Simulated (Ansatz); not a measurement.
**CuH2: one crystal by all-electron and frozen-core methods**

Does the method matter for CuH2? The same cell, functional and mesh are run with full-potential LAPW, PAW on the default files and datasets made for this crystal. The cell is first relaxed from a guess with PAW; it needn't be the stable phase of this composition.

Method: DFT PBE, scalar-relativistic, in Ansatz 0.2.0.

### Step 1. The structure to begin with

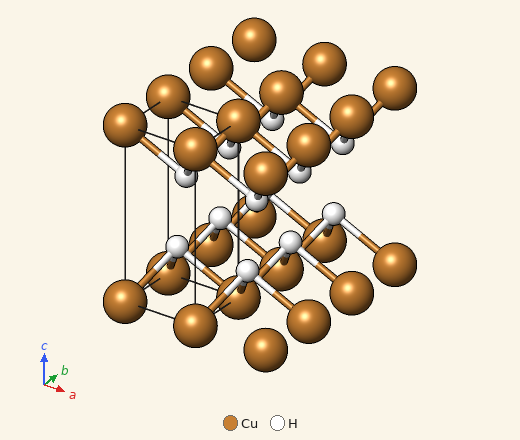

The starting structure, seen slightly off an axis (copper orange, hydrogen white). 2×3×1 cells are drawn. Atoms on the faces are drawn again on the opposite ones.

As a file:

```xyz
3
Lattice="2.8878 0.0000 0.0000 -1.4439 2.5009 0.0000 0.0000 0.0000 4.6205" Properties=species:S:1:pos:R:3 pbc="T T T"
Cu    0.0000    0.0000    0.0000
H     0.0000    1.6673    1.1551
H     1.4439    0.8336    3.4654
```

Atoms are numbered in the order of the input: Cu1, H2, H3.

### Step 2. Cell and atoms relaxed first

The input, input.yaml:

```yaml
crystal:
  lattice:
    - [2.8878374627, 0.0, 0.0]
    - [-1.4439187314, 2.5009406047, 0.0]
    - [0.0, 0.0, 4.6205399404]
  atoms:
    - { symbol: Cu, position: [0.0, 0.0, 0.0] }
    - { symbol: H, position: [0.3333333333, 0.6666666667, 0.25] }
    - { symbol: H, position: [0.6666666667, 0.3333333333, 0.75] }
kpoints:
  mp_grid: { grid: [14, 14, 8] }
scf:
  occupations: { method: fermi_dirac, width: 0.05 }
hamiltonian:
  xc: pbe
  pseudopotentials: { kind: paw }
output:
  forces: true
  stress: true
relax:
  f_tol: 0.005
  max_steps: 80
  cell: {}
```

The run is started by

```console
ansatz run input.yaml --threads 1 --pin off --max-ram 3072MiB --backend cpu --events-out ev --progress --plain --runs-dir out
```

The log of the run:

```text
Engine: ansatz 0.2.0
Pseudopotentials: kind: paw
Pseudopotential: Cu, paw, valence charge 19, recommended cutoff 420 eV (normal)
Pseudopotential: H, paw, valence charge 1, recommended cutoff 420 eV (normal)
Functional definition: PBE
  parameter kappa = 0.804
  parameter beta = 0.06672455060314922
  exchange = pbe_x(kappa = kappa, mu = beta*pi^2/3)
  correlation = pbe_c(beta = beta)
Crystal: 3 atoms, lattice volume = 33.371 Å³
Basis set: ecut = 420 eV, 639 PW (Γ), exchange–correlation on 40×40×64 points (8 copies of the dense FFT grid, shifted against one another)
Bands: 15, of which v1, the nominal top of the filled ones, is band 11 counted from 1 (10 counted from 0)
Symmetry: 12 space group operations
Space group: P-3m1 (ITA 164), of the structure as read, at distance tolerance 3.2e-5 Å
k-points: 168 of 1568
Non-local potential: Cu, projectors of the file, l = 0: 3, l = 1: 2, l = 2: 3, l = 3: 1
Non-local potential: H, projectors of the file, l = 0: 2, l = 1: 1
PAW form: soft (Blöchl's): semilocal exchange-correlation on the pseudo side does not see the compensation charge
PAW one-centre angular grid: Cu, 590 points (default); XC on 64 Gauss nodes
PAW one-centre angular grid: H, 110 points (default); XC on 64 Gauss nodes
Initial density: superposition of atomic densities (neutral atoms: chi_scale 0, normalization atom), corrected by the library's trained network
Initial wavefunctions: pseudopotential atomic-orbital guess
Functional: x = pbe(κ = 0.804, μ = 0.2195149727645171), c = pbe(β = 0.06672455060314922)
SCF iter   1: F=—  HF=-6655.119309 eV  |F-HF|=—  |Δ(HF+E_count)|=         —  Δρ=9.98e-3  dr2=2.93e-2  ethr=1.77e-3  ⟨swp⟩=4.9  Hψ=11583  notcnv=0
preconditioner: auto → LDOS  [metal: Δε(μ)=0.029 eV  Ē_g=10.113 eV  σ=0.050 eV  W_gap=0.14  n_scr=8 (ndim 8)  ℏωp=23.2 eV  f_vac=0.172  D(μ)=0.83/eV (n_scr^D=2)  β→1.0]
SCF iter   2: F=—  HF=-6655.112481 eV  |F-HF|=—  |Δ(HF+E_count)|=   6.83e-3  Δρ=4.49e-3  dr2=3.16e-3  ethr=1.40e-4  ⟨swp⟩=2.9  Hψ=5629  notcnv=0
SCF iter   3: F=—  HF=-6655.113721 eV  |F-HF|=—  |Δ(HF+E_count)|=   1.24e-3  Δρ=6.00e-3  dr2=7.26e-3  ethr=1.51e-5  ⟨swp⟩=2.0  Hψ=5040  notcnv=0
SCF iter   4: F=—  HF=-6655.112163 eV  |F-HF|=—  |Δ(HF+E_count)|=   1.56e-3  Δρ=1.63e-3  dr2=6.28e-4  ethr=1.51e-5  ⟨swp⟩=2.1  Hψ=3549  notcnv=0
SCF iter   5: F=—  HF=-6655.112069 eV  |F-HF|=—  |Δ(HF+E_count)|=   9.43e-5  Δρ=1.03e-4  dr2=2.78e-6  ethr=2.99e-6  ⟨swp⟩=2.3  Hψ=3376  notcnv=0
SCF iter   6: F=—  HF=-6655.112064 eV  |F-HF|=—  |Δ(HF+E_count)|=   4.83e-6  Δρ=7.75e-6  dr2=1.26e-8  ethr=4.76e-10  ⟨swp⟩=3.0  Hψ=10286  notcnv=0
SCF iter   7: F=-6655.112064 eV  HF=-6655.112064 eV  |F-HF|=3.06e-10  |Δ(HF+E_count)|=   1.87e-8  Δρ=1.61e-6  dr2=7.49e-10  ethr=6.02e-11  ⟨swp⟩=2.0  Hψ=7528  notcnv=0
SCF 1 converged in 7 iterations: F = -6655.112064 eV  dr2 = 7.49e-10
relax step   1: F+E_penalty+E_count = -6655.11206390 eV  Δ(F+E_penalty+E_count) = +0.000e0 eV  max|allowed force component| = 1.125e0 eV/Å  Δτ_max = 0.0000 Å  P = -18.008 GPa  Ω = 33.371 Å³  (7 SCF iters, dr2 threshold 1.00e-7 eV, accepted)
Crystal: 3 atoms, lattice volume = 29.466 Å³
Basis set: ecut = 420 eV, 573 PW (Γ), exchange–correlation on 40×40×64 points (8 copies of the dense FFT grid, shifted against one another)
Initial density: handed on by an earlier stage of this run
Initial wavefunctions: those handed on with the density
iter 1 solved again at ethr=1.75e-3 eV; its pass at ethr=3.10e-3 eV (dr2=3.67e-1 eV) is discarded
SCF iter   1: F=—  HF=-6655.827823 eV  |F-HF|=—  |Δ(HF+E_count)|=         —  Δρ=4.29e-2  dr2=3.68e-1  ethr=1.75e-3  ⟨swp⟩=1.0  Hψ=16233  notcnv=0
preconditioner: auto → LDOS  [metal: Δε(μ)=0.019 eV  Ē_g=11.111 eV  σ=0.050 eV  W_gap=0.09  n_scr=2 (ndim 8)  ℏωp=24.7 eV  f_vac=0.193  D(μ)=0.75/eV (n_scr^D=2)  β→1.0]
SCF iter   2: F=—  HF=-6655.813967 eV  |F-HF|=—  |Δ(HF+E_count)|=   1.39e-2  Δρ=3.85e-2  dr2=2.18e-1  ethr=1.75e-3  ⟨swp⟩=2.4  Hψ=4620  notcnv=0
SCF iter   3: F=—  HF=-6655.753745 eV  |F-HF|=—  |Δ(HF+E_count)|=   6.02e-2  Δρ=7.44e-3  dr2=1.39e-2  ethr=1.04e-3  ⟨swp⟩=2.1  Hψ=5466  notcnv=0
SCF iter   4: F=—  HF=-6655.752073 eV  |F-HF|=—  |Δ(HF+E_count)|=   1.67e-3  Δρ=2.62e-3  dr2=1.42e-3  ethr=6.62e-5  ⟨swp⟩=2.0  Hψ=3205  notcnv=0
SCF iter   5: F=—  HF=-6655.752182 eV  |F-HF|=—  |Δ(HF+E_count)|=   1.09e-4  Δρ=3.64e-4  dr2=2.04e-5  ethr=6.74e-6  ⟨swp⟩=2.6  Hψ=3885  notcnv=0
SCF iter   6: F=—  HF=-6655.752187 eV  |F-HF|=—  |Δ(HF+E_count)|=   5.11e-6  Δρ=6.03e-5  dr2=6.39e-7  ethr=9.72e-8  ⟨swp⟩=2.1  Hψ=3635  notcnv=0
SCF iter   7: F=-6655.752188 eV  HF=-6655.752188 eV  |F-HF|=2.14e-8  |Δ(HF+E_count)|=   2.88e-7  Δρ=1.19e-5  dr2=2.43e-8  ethr=1.43e-9  ⟨swp⟩=4.0  Hψ=7700  notcnv=0
SCF 2 converged in 7 iterations: F = -6655.752188 eV  dr2 = 2.43e-8
relax step   2: F+E_penalty+E_count = -6655.75218755 eV  Δ(F+E_penalty+E_count) = -6.401e-1 eV  max|allowed force component| = 4.778e-1 eV/Å  Δτ_max = 0.1350 Å  P = -11.976 GPa  Ω = 29.466 Å³  energy of the carried Pulay correction = +3.787e-3 eV  (7 SCF iters, dr2 threshold 3.00e-7 eV, accepted)
Crystal: 3 atoms, lattice volume = 26.368 Å³
Basis set: ecut = 420 eV, 537 PW (Γ), exchange–correlation on 40×40×64 points (8 copies of the dense FFT grid, shifted against one another)
iter 1 solved again at ethr=1.04e-3 eV; its pass at ethr=3.10e-3 eV (dr2=2.18e-1 eV) is discarded
SCF iter   1: F=—  HF=-6656.025486 eV  |F-HF|=—  |Δ(HF+E_count)|=         —  Δρ=3.52e-2  dr2=2.18e-1  ethr=1.04e-3  ⟨swp⟩=1.0  Hψ=18159  notcnv=0
preconditioner: auto → LDOS  [metal: Δε(μ)=0.041 eV  Ē_g=12.266 eV  σ=0.050 eV  W_gap=0.20  n_scr=2 (ndim 8)  ℏωp=26.1 eV  f_vac=0.201  D(μ)=0.50/eV (n_scr^D=2)  β→1.0]
SCF iter   2: F=—  HF=-6656.038617 eV  |F-HF|=—  |Δ(HF+E_count)|=   1.31e-2  Δρ=4.03e-2  dr2=2.20e-1  ethr=1.04e-3  ⟨swp⟩=3.2  Hψ=5089  notcnv=0
SCF iter   3: F=—  HF=-6655.977162 eV  |F-HF|=—  |Δ(HF+E_count)|=   6.15e-2  Δρ=4.71e-3  dr2=2.80e-3  ethr=1.04e-3  ⟨swp⟩=2.2  Hψ=5298  notcnv=0
SCF iter   4: F=—  HF=-6655.976973 eV  |F-HF|=—  |Δ(HF+E_count)|=   1.89e-4  Δρ=1.28e-3  dr2=2.02e-4  ethr=1.33e-5  ⟨swp⟩=2.0  Hψ=4200  notcnv=0
SCF iter   5: F=—  HF=-6655.977079 eV  |F-HF|=—  |Δ(HF+E_count)|=   1.06e-4  Δρ=2.92e-4  dr2=1.38e-5  ethr=9.62e-7  ⟨swp⟩=2.0  Hψ=3279  notcnv=0
SCF iter   6: F=—  HF=-6655.977079 eV  |F-HF|=—  |Δ(HF+E_count)|=   7.56e-8  Δρ=3.47e-5  dr2=3.60e-7  ethr=6.57e-8  ⟨swp⟩=2.6  Hψ=3847  notcnv=0
SCF iter   7: F=-6655.977079 eV  HF=-6655.977079 eV  |F-HF|=3.90e-10  |Δ(HF+E_count)|=   3.03e-8  Δρ=3.94e-6  dr2=2.80e-9  ethr=1.43e-9  ⟨swp⟩=4.0  Hψ=8420  notcnv=0
SCF 3 converged in 7 iterations: F = -6655.977079 eV  dr2 = 2.80e-9
relax step   3: F+E_penalty+E_count = -6655.97707944 eV  Δ(F+E_penalty+E_count) = -2.249e-1 eV  max|allowed force component| = 1.664e-2 eV/Å  Δτ_max = 0.0428 Å  P = -2.470 GPa  Ω = 26.368 Å³  energy of the carried Pulay correction = +7.147e-3 eV  (7 SCF iters, dr2 threshold 3.00e-7 eV, accepted)
[... from here on, the SCF cycles and remarks between the steps are left out ...]
relax step   4: F+E_penalty+E_count = -6655.98938054 eV  Δ(F+E_penalty+E_count) = -1.230e-2 eV  max|allowed force component| = 4.178e-3 eV/Å  Δτ_max = 0.0195 Å  P = +1.815 GPa  Ω = 25.344 Å³  energy of the carried Pulay correction = +8.336e-3 eV  (6 SCF iters, dr2 threshold 3.00e-7 eV, accepted)
relax step   5: F+E_penalty+E_count = -6655.99226318 eV  Δ(F+E_penalty+E_count) = -2.883e-3 eV  max|allowed force component| = 2.501e-2 eV/Å  Δτ_max = 0.0075 Å  P = +0.106 GPa  Ω = 25.823 Å³  energy of the carried Pulay correction = +7.775e-3 eV  (6 SCF iters, dr2 threshold 3.00e-7 eV, accepted)
relax step   6: F+E_penalty+E_count = -6655.99311507 eV  Δ(F+E_penalty+E_count) = -8.519e-4 eV  max|allowed force component| = 4.853e-3 eV/Å  Δτ_max = 0.0172 Å  P = +0.164 GPa  Ω = 26.169 Å³  energy of the carried Pulay correction = +7.374e-3 eV  (5 SCF iters, dr2 threshold 3.00e-7 eV, accepted)
relax step   7: F+E_penalty+E_count = -6655.99389831 eV  Δ(F+E_penalty+E_count) = -7.832e-4 eV  max|allowed force component| = 2.572e-3 eV/Å  Δτ_max = 0.0226 Å  P = +0.063 GPa  Ω = 26.827 Å³  energy of the carried Pulay correction = +6.627e-3 eV  (6 SCF iters, dr2 threshold 3.00e-7 eV, accepted)
relax step   8: F+E_penalty+E_count = -6655.99387380 eV  Δ(F+E_penalty+E_count) = +2.451e-5 eV  max|allowed force component| = 2.247e-3 eV/Å  Δτ_max = 0.0096 Å  P = +0.019 GPa  Ω = 27.105 Å³  energy of the carried Pulay correction = +6.316e-3 eV  (6 SCF iters, dr2 threshold 8.87e-8 eV, accepted)
relax step   9: F+E_penalty+E_count = -6655.99364266 eV  Δ(F+E_penalty+E_count) = +2.311e-4 eV  max|allowed force component| = 1.587e-3 eV/Å  Δτ_max = 0.0118 Å  P = +0.016 GPa  Ω = 27.436 Å³  energy of the carried Pulay correction = +5.950e-3 eV  (6 SCF iters, dr2 threshold 2.18e-8 eV, accepted)
relax step  10: F+E_penalty+E_count = -6655.99360094 eV  Δ(F+E_penalty+E_count) = +4.172e-5 eV  max|allowed force component| = 4.259e-5 eV/Å  Δτ_max = 0.0011 Å  P = -0.000 GPa  Ω = 27.476 Å³  energy of the carried Pulay correction = +5.907e-3 eV  (7 SCF iters, accepted)
relax step  11: F+E_penalty+E_count = -6655.98920341 eV  Δ(F+E_penalty+E_count) = +4.398e-3 eV  max|allowed force component| = 9.394e-4 eV/Å  Δτ_max = 0.0000 Å  P = -0.055 GPa  Ω = 27.476 Å³  stress off target by 9.33e-2 GPa  SCF on the basis re-selected at this cell (its energy is not comparable with the rows above)  (7 SCF iters)
relax step  12: F+E_penalty+E_count = -6655.98910975 eV  Δ(F+E_penalty+E_count) = +9.366e-5 eV  max|allowed force component| = 3.359e-5 eV/Å  Δτ_max = 0.0036 Å  P = -0.015 GPa  Ω = 27.573 Å³  energy of the carried Pulay correction = -1.127e-4 eV  (5 SCF iters, dr2 threshold 2.18e-8 eV, accepted)
relax step  13: F+E_penalty+E_count = -6655.98907541 eV  Δ(F+E_penalty+E_count) = +3.434e-5 eV  max|allowed force component| = 3.762e-6 eV/Å  Δτ_max = 0.0011 Å  P = -0.001 GPa  Ω = 27.604 Å³  energy of the carried Pulay correction = -1.486e-4 eV  (7 SCF iters, accepted)
iter 1 solved again at ethr=5.33e-9 eV; its pass at ethr=3.10e-3 eV (dr2=1.12e-6 eV) is discarded
SCF iter   1: F=—  HF=-6655.988903 eV  |F-HF|=—  |Δ(HF+E_count)|=         —  Δρ=1.67e-4  dr2=1.80e-7  ethr=5.33e-9  ⟨swp⟩=4.3  Hψ=20667  notcnv=0
preconditioner: auto → LDOS  [metal: Δε(μ)=0.086 eV  Ē_g=12.542 eV  σ=0.050 eV  W_gap=0.38  n_scr=4 (ndim 8)  ℏωp=25.5 eV  f_vac=0.265  D(μ)=0.44/eV (n_scr^D=2)  β→1.0]
SCF iter   2: F=—  HF=-6655.989228 eV  |F-HF|=—  |Δ(HF+E_count)|=   3.25e-4  Δρ=5.68e-6  dr2=7.58e-9  ethr=8.56e-10  ⟨swp⟩=2.0  Hψ=3600  notcnv=0
SCF iter   3: F=—  HF=-6655.989228 eV  |F-HF|=—  |Δ(HF+E_count)|=   7.26e-9  Δρ=1.29e-5  dr2=2.52e-8  ethr=3.61e-11  ⟨swp⟩=2.0  Hψ=4311  notcnv=0
SCF iter   4: F=—  HF=-6655.989228 eV  |F-HF|=—  |Δ(HF+E_count)|=   7.05e-9  Δρ=6.28e-7  dr2=1.22e-10  ethr=3.61e-11  ⟨swp⟩=2.0  Hψ=4127  notcnv=0
SCF iter   5: F=-6655.989228 eV  HF=-6655.989228 eV  |F-HF|=5.46e-12  |Δ(HF+E_count)|=  1.66e-10  Δρ=1.25e-7  dr2=1.17e-11  ethr=1.00e-12  ⟨swp⟩=6.0  Hψ=10796  notcnv=0
SCF 14 converged in 5 iterations: F = -6655.989228 eV  dr2 = 1.17e-11
relax step  14: F+E_penalty+E_count = -6655.98922849 eV  Δ(F+E_penalty+E_count) = -1.531e-4 eV  max|allowed force component| = 9.765e-7 eV/Å  Δτ_max = 0.0000 Å  P = +0.001 GPa  Ω = 27.604 Å³  stress off target by 6.03e-3 GPa  SCF on the basis re-selected at this cell (its energy is not comparable with the rows above)  (5 SCF iters)
basis re-selected at this cell: Δ(F+E_penalty+E_count) = -1.531e-4 eV, ΔP = +0.002 GPa vs the last step (what re-selecting the basis moved, of the pressure what is left beyond the Pulay correction that the steps carried, after the strain that the cell walked since its last selection, with what the two solves' SCF thresholds leave and, on support functions, any second-order correction that the steps lacked; it is no measure of the basis error at this ecutwfc). This SCF's stress stands 6.03e-3 GPa from its target on what of the cell is left free (relax.cell.stress_tol is 5.00e-2 GPa) and its largest allowed force component is 9.77e-7 eV/Å (relax.f_tol is 5.00e-3 eV/Å): within both
SCF converged after 5 iterations
Free energy (F): -6655.989228 eV
Harris-Foulkes:  -6655.989228 eV  (|F-HF|=5.46e-12)
Internal energy: -6655.985632 eV  (E = F + TS)
E sigma→0 (E₀):  -6655.987430 eV
Entropy (-TS):   -0.003596 eV (-1.199 meV/atom)
Fermi energy:    6.533067 eV
--- Per-component energies (eV) ---
  E_band       = -576.874345
  E_kinetic    = 324.479604
  E_local      = -6554.126391  (includes V_loc(G=0)·N_el)
  E_nonlocal   = 390.465581
  E_hartree    = 2924.435583
  E_xc         = -107.108731
  E_vxc        = -138.290880  (∫ρ·V_xc dr)
  E_paw        = -1661.310544  (= ΣΔE_a)
  E_vpaw       = -448.271687  (= ΣTr[D̂ρ^β])
  E_aug_tail   = -0.001902  (compensation charges beyond the density's cutoff)
  E_ewald      = -1972.818831
  E_smearing   = -0.003596  (= −TS)
  E_closure    = 0.000000  (closes the sum)
  Σ components = -6655.989228   (vs F -6655.989228, Δ=0.00e0)
--- Forces (eV/Å), atoms counted from 1 ---
  atom   1  Cu     0.00000000     0.00000000     0.00000000
  atom   2  H      0.00000000     0.00000000    -0.00000098
  atom   3  H     -0.00000000    -0.00000000     0.00000098
  max |Σ_I F_I| component: 5.78e-19 eV/Å
--- Stress (GPa, compression-positive) ---
       -0.001256       0.000000      -0.000000
        0.000000      -0.001256       0.000000
       -0.000000       0.000000       0.006026
  P = ⅓ Tr σ = 0.0012 GPa (0.012 kbar)
--- Relaxed structure (12 steps of the walk, 12 accepted, 2 SCFs on fresh bases) ---
  F+E_penalty+E_count = -6655.98922849 eV   max|allowed force component| = 9.765e-7 eV/Å   (the final SCF, on the basis selected at the relaxed cell)
  cell:  # Å, volume = 27.6036 Å³
    - [2.5576488807995195, 2.5566877428404677e-11, -2.2140380291486653e-17]
    - [-1.2788244404219014, 2.2149889047204385, 1.1070190145743325e-17]
    - [-3.542460846698201e-17, -3.5412451092152236e-28, 4.872513310652732]
  atoms:
    - { symbol: Cu, position: [1.3472440012213505e-33, 8.740299735491621e-34, 1.6894682748310666e-18] }
    - { symbol: H, position: [0.33333333333333326, 0.6666666666666665, 0.1996021844825454] }
    - { symbol: H, position: [0.6666666666666666, 0.33333333333333326, 0.8003978155174544] }
```

Run time: 54 s. Hardware: 1 thread of Arm Neoverse V2, shared host.

Relaxation path:

| step | E - E(step 1) (eV/cell) | largest force component (eV/Å) | pressure (GPa) | volume (Å³) |
| --- | --- | --- | --- | --- |
| 1 | 0.0000 | 1.1252 | -18.01 | 33.37 |
| 2 | -0.6401 | 0.4778 | -11.98 | 29.47 |
| 3 | -0.8650 | 0.0166 | -2.47 | 26.37 |
| 4 | -0.8773 | 0.0042 | 1.82 | 25.34 |
| 5 | -0.8802 | 0.0250 | 0.11 | 25.82 |
| 6 | -0.8811 | 0.0049 | 0.16 | 26.17 |
| 7 | -0.8818 | 0.0026 | 0.06 | 26.83 |
| 8 | -0.8818 | 0.0022 | 0.02 | 27.11 |
| 9 | -0.8816 | 0.0016 | 0.02 | 27.44 |
| 10 | -0.8815 | 0.0000 | 0.00 | 27.48 |
| 11 | -0.8771 | 0.0009 | -0.05 | 27.48 |
| 12 | -0.8770 | 0.0000 | -0.02 | 27.57 |
| 13 | -0.8770 | 0.0000 | 0.00 | 27.60 |
| 14 | -0.8772 | 0.0000 | 0.00 | 27.60 |

Step 1 is the start. Steps 11, 14 each repeat the geometry before them on a plane-wave basis chosen anew, so the energy can jump there without any move.

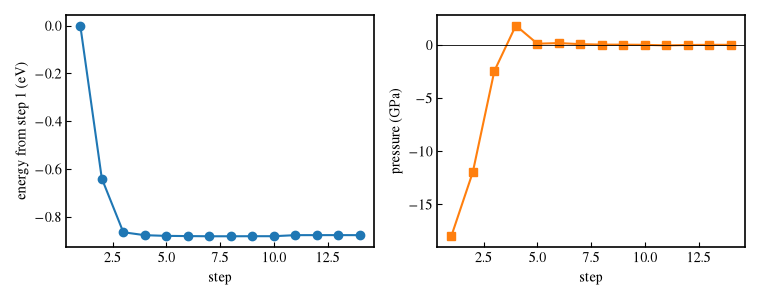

Energy and pressure along the relaxation.

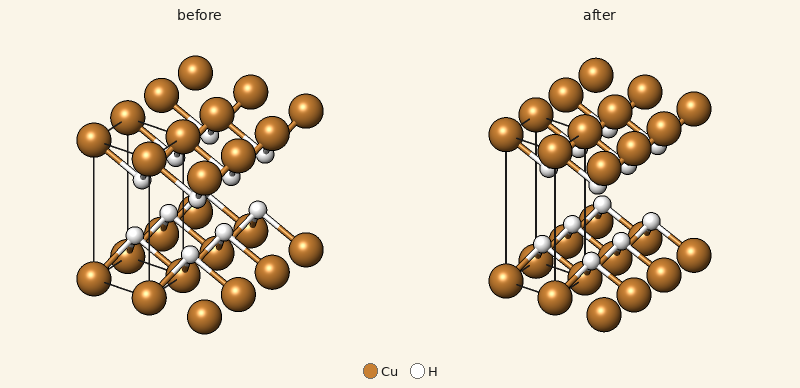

Before and after, at one scale.

|  | before | after | change |
| --- | --- | --- | --- |
| a (Å) | 2.888 | 2.558 | -11.4 % |
| b (Å) | 2.888 | 2.558 | -11.4 % |
| c (Å) | 4.621 | 4.873 | +5.5 % |
| volume (Å³/atom) | 11.12 | 9.20 | -17.3 % |
| shortest distance (Å) | 2.028 | 1.768 | -12.8 % |
| space group (0.01 Å) | P-3m1 | P-3m1 | same |

Forces and stress were held to the start's 12 operations: a distortion of lower symmetry was not tested.

[end of part 1 of 2]
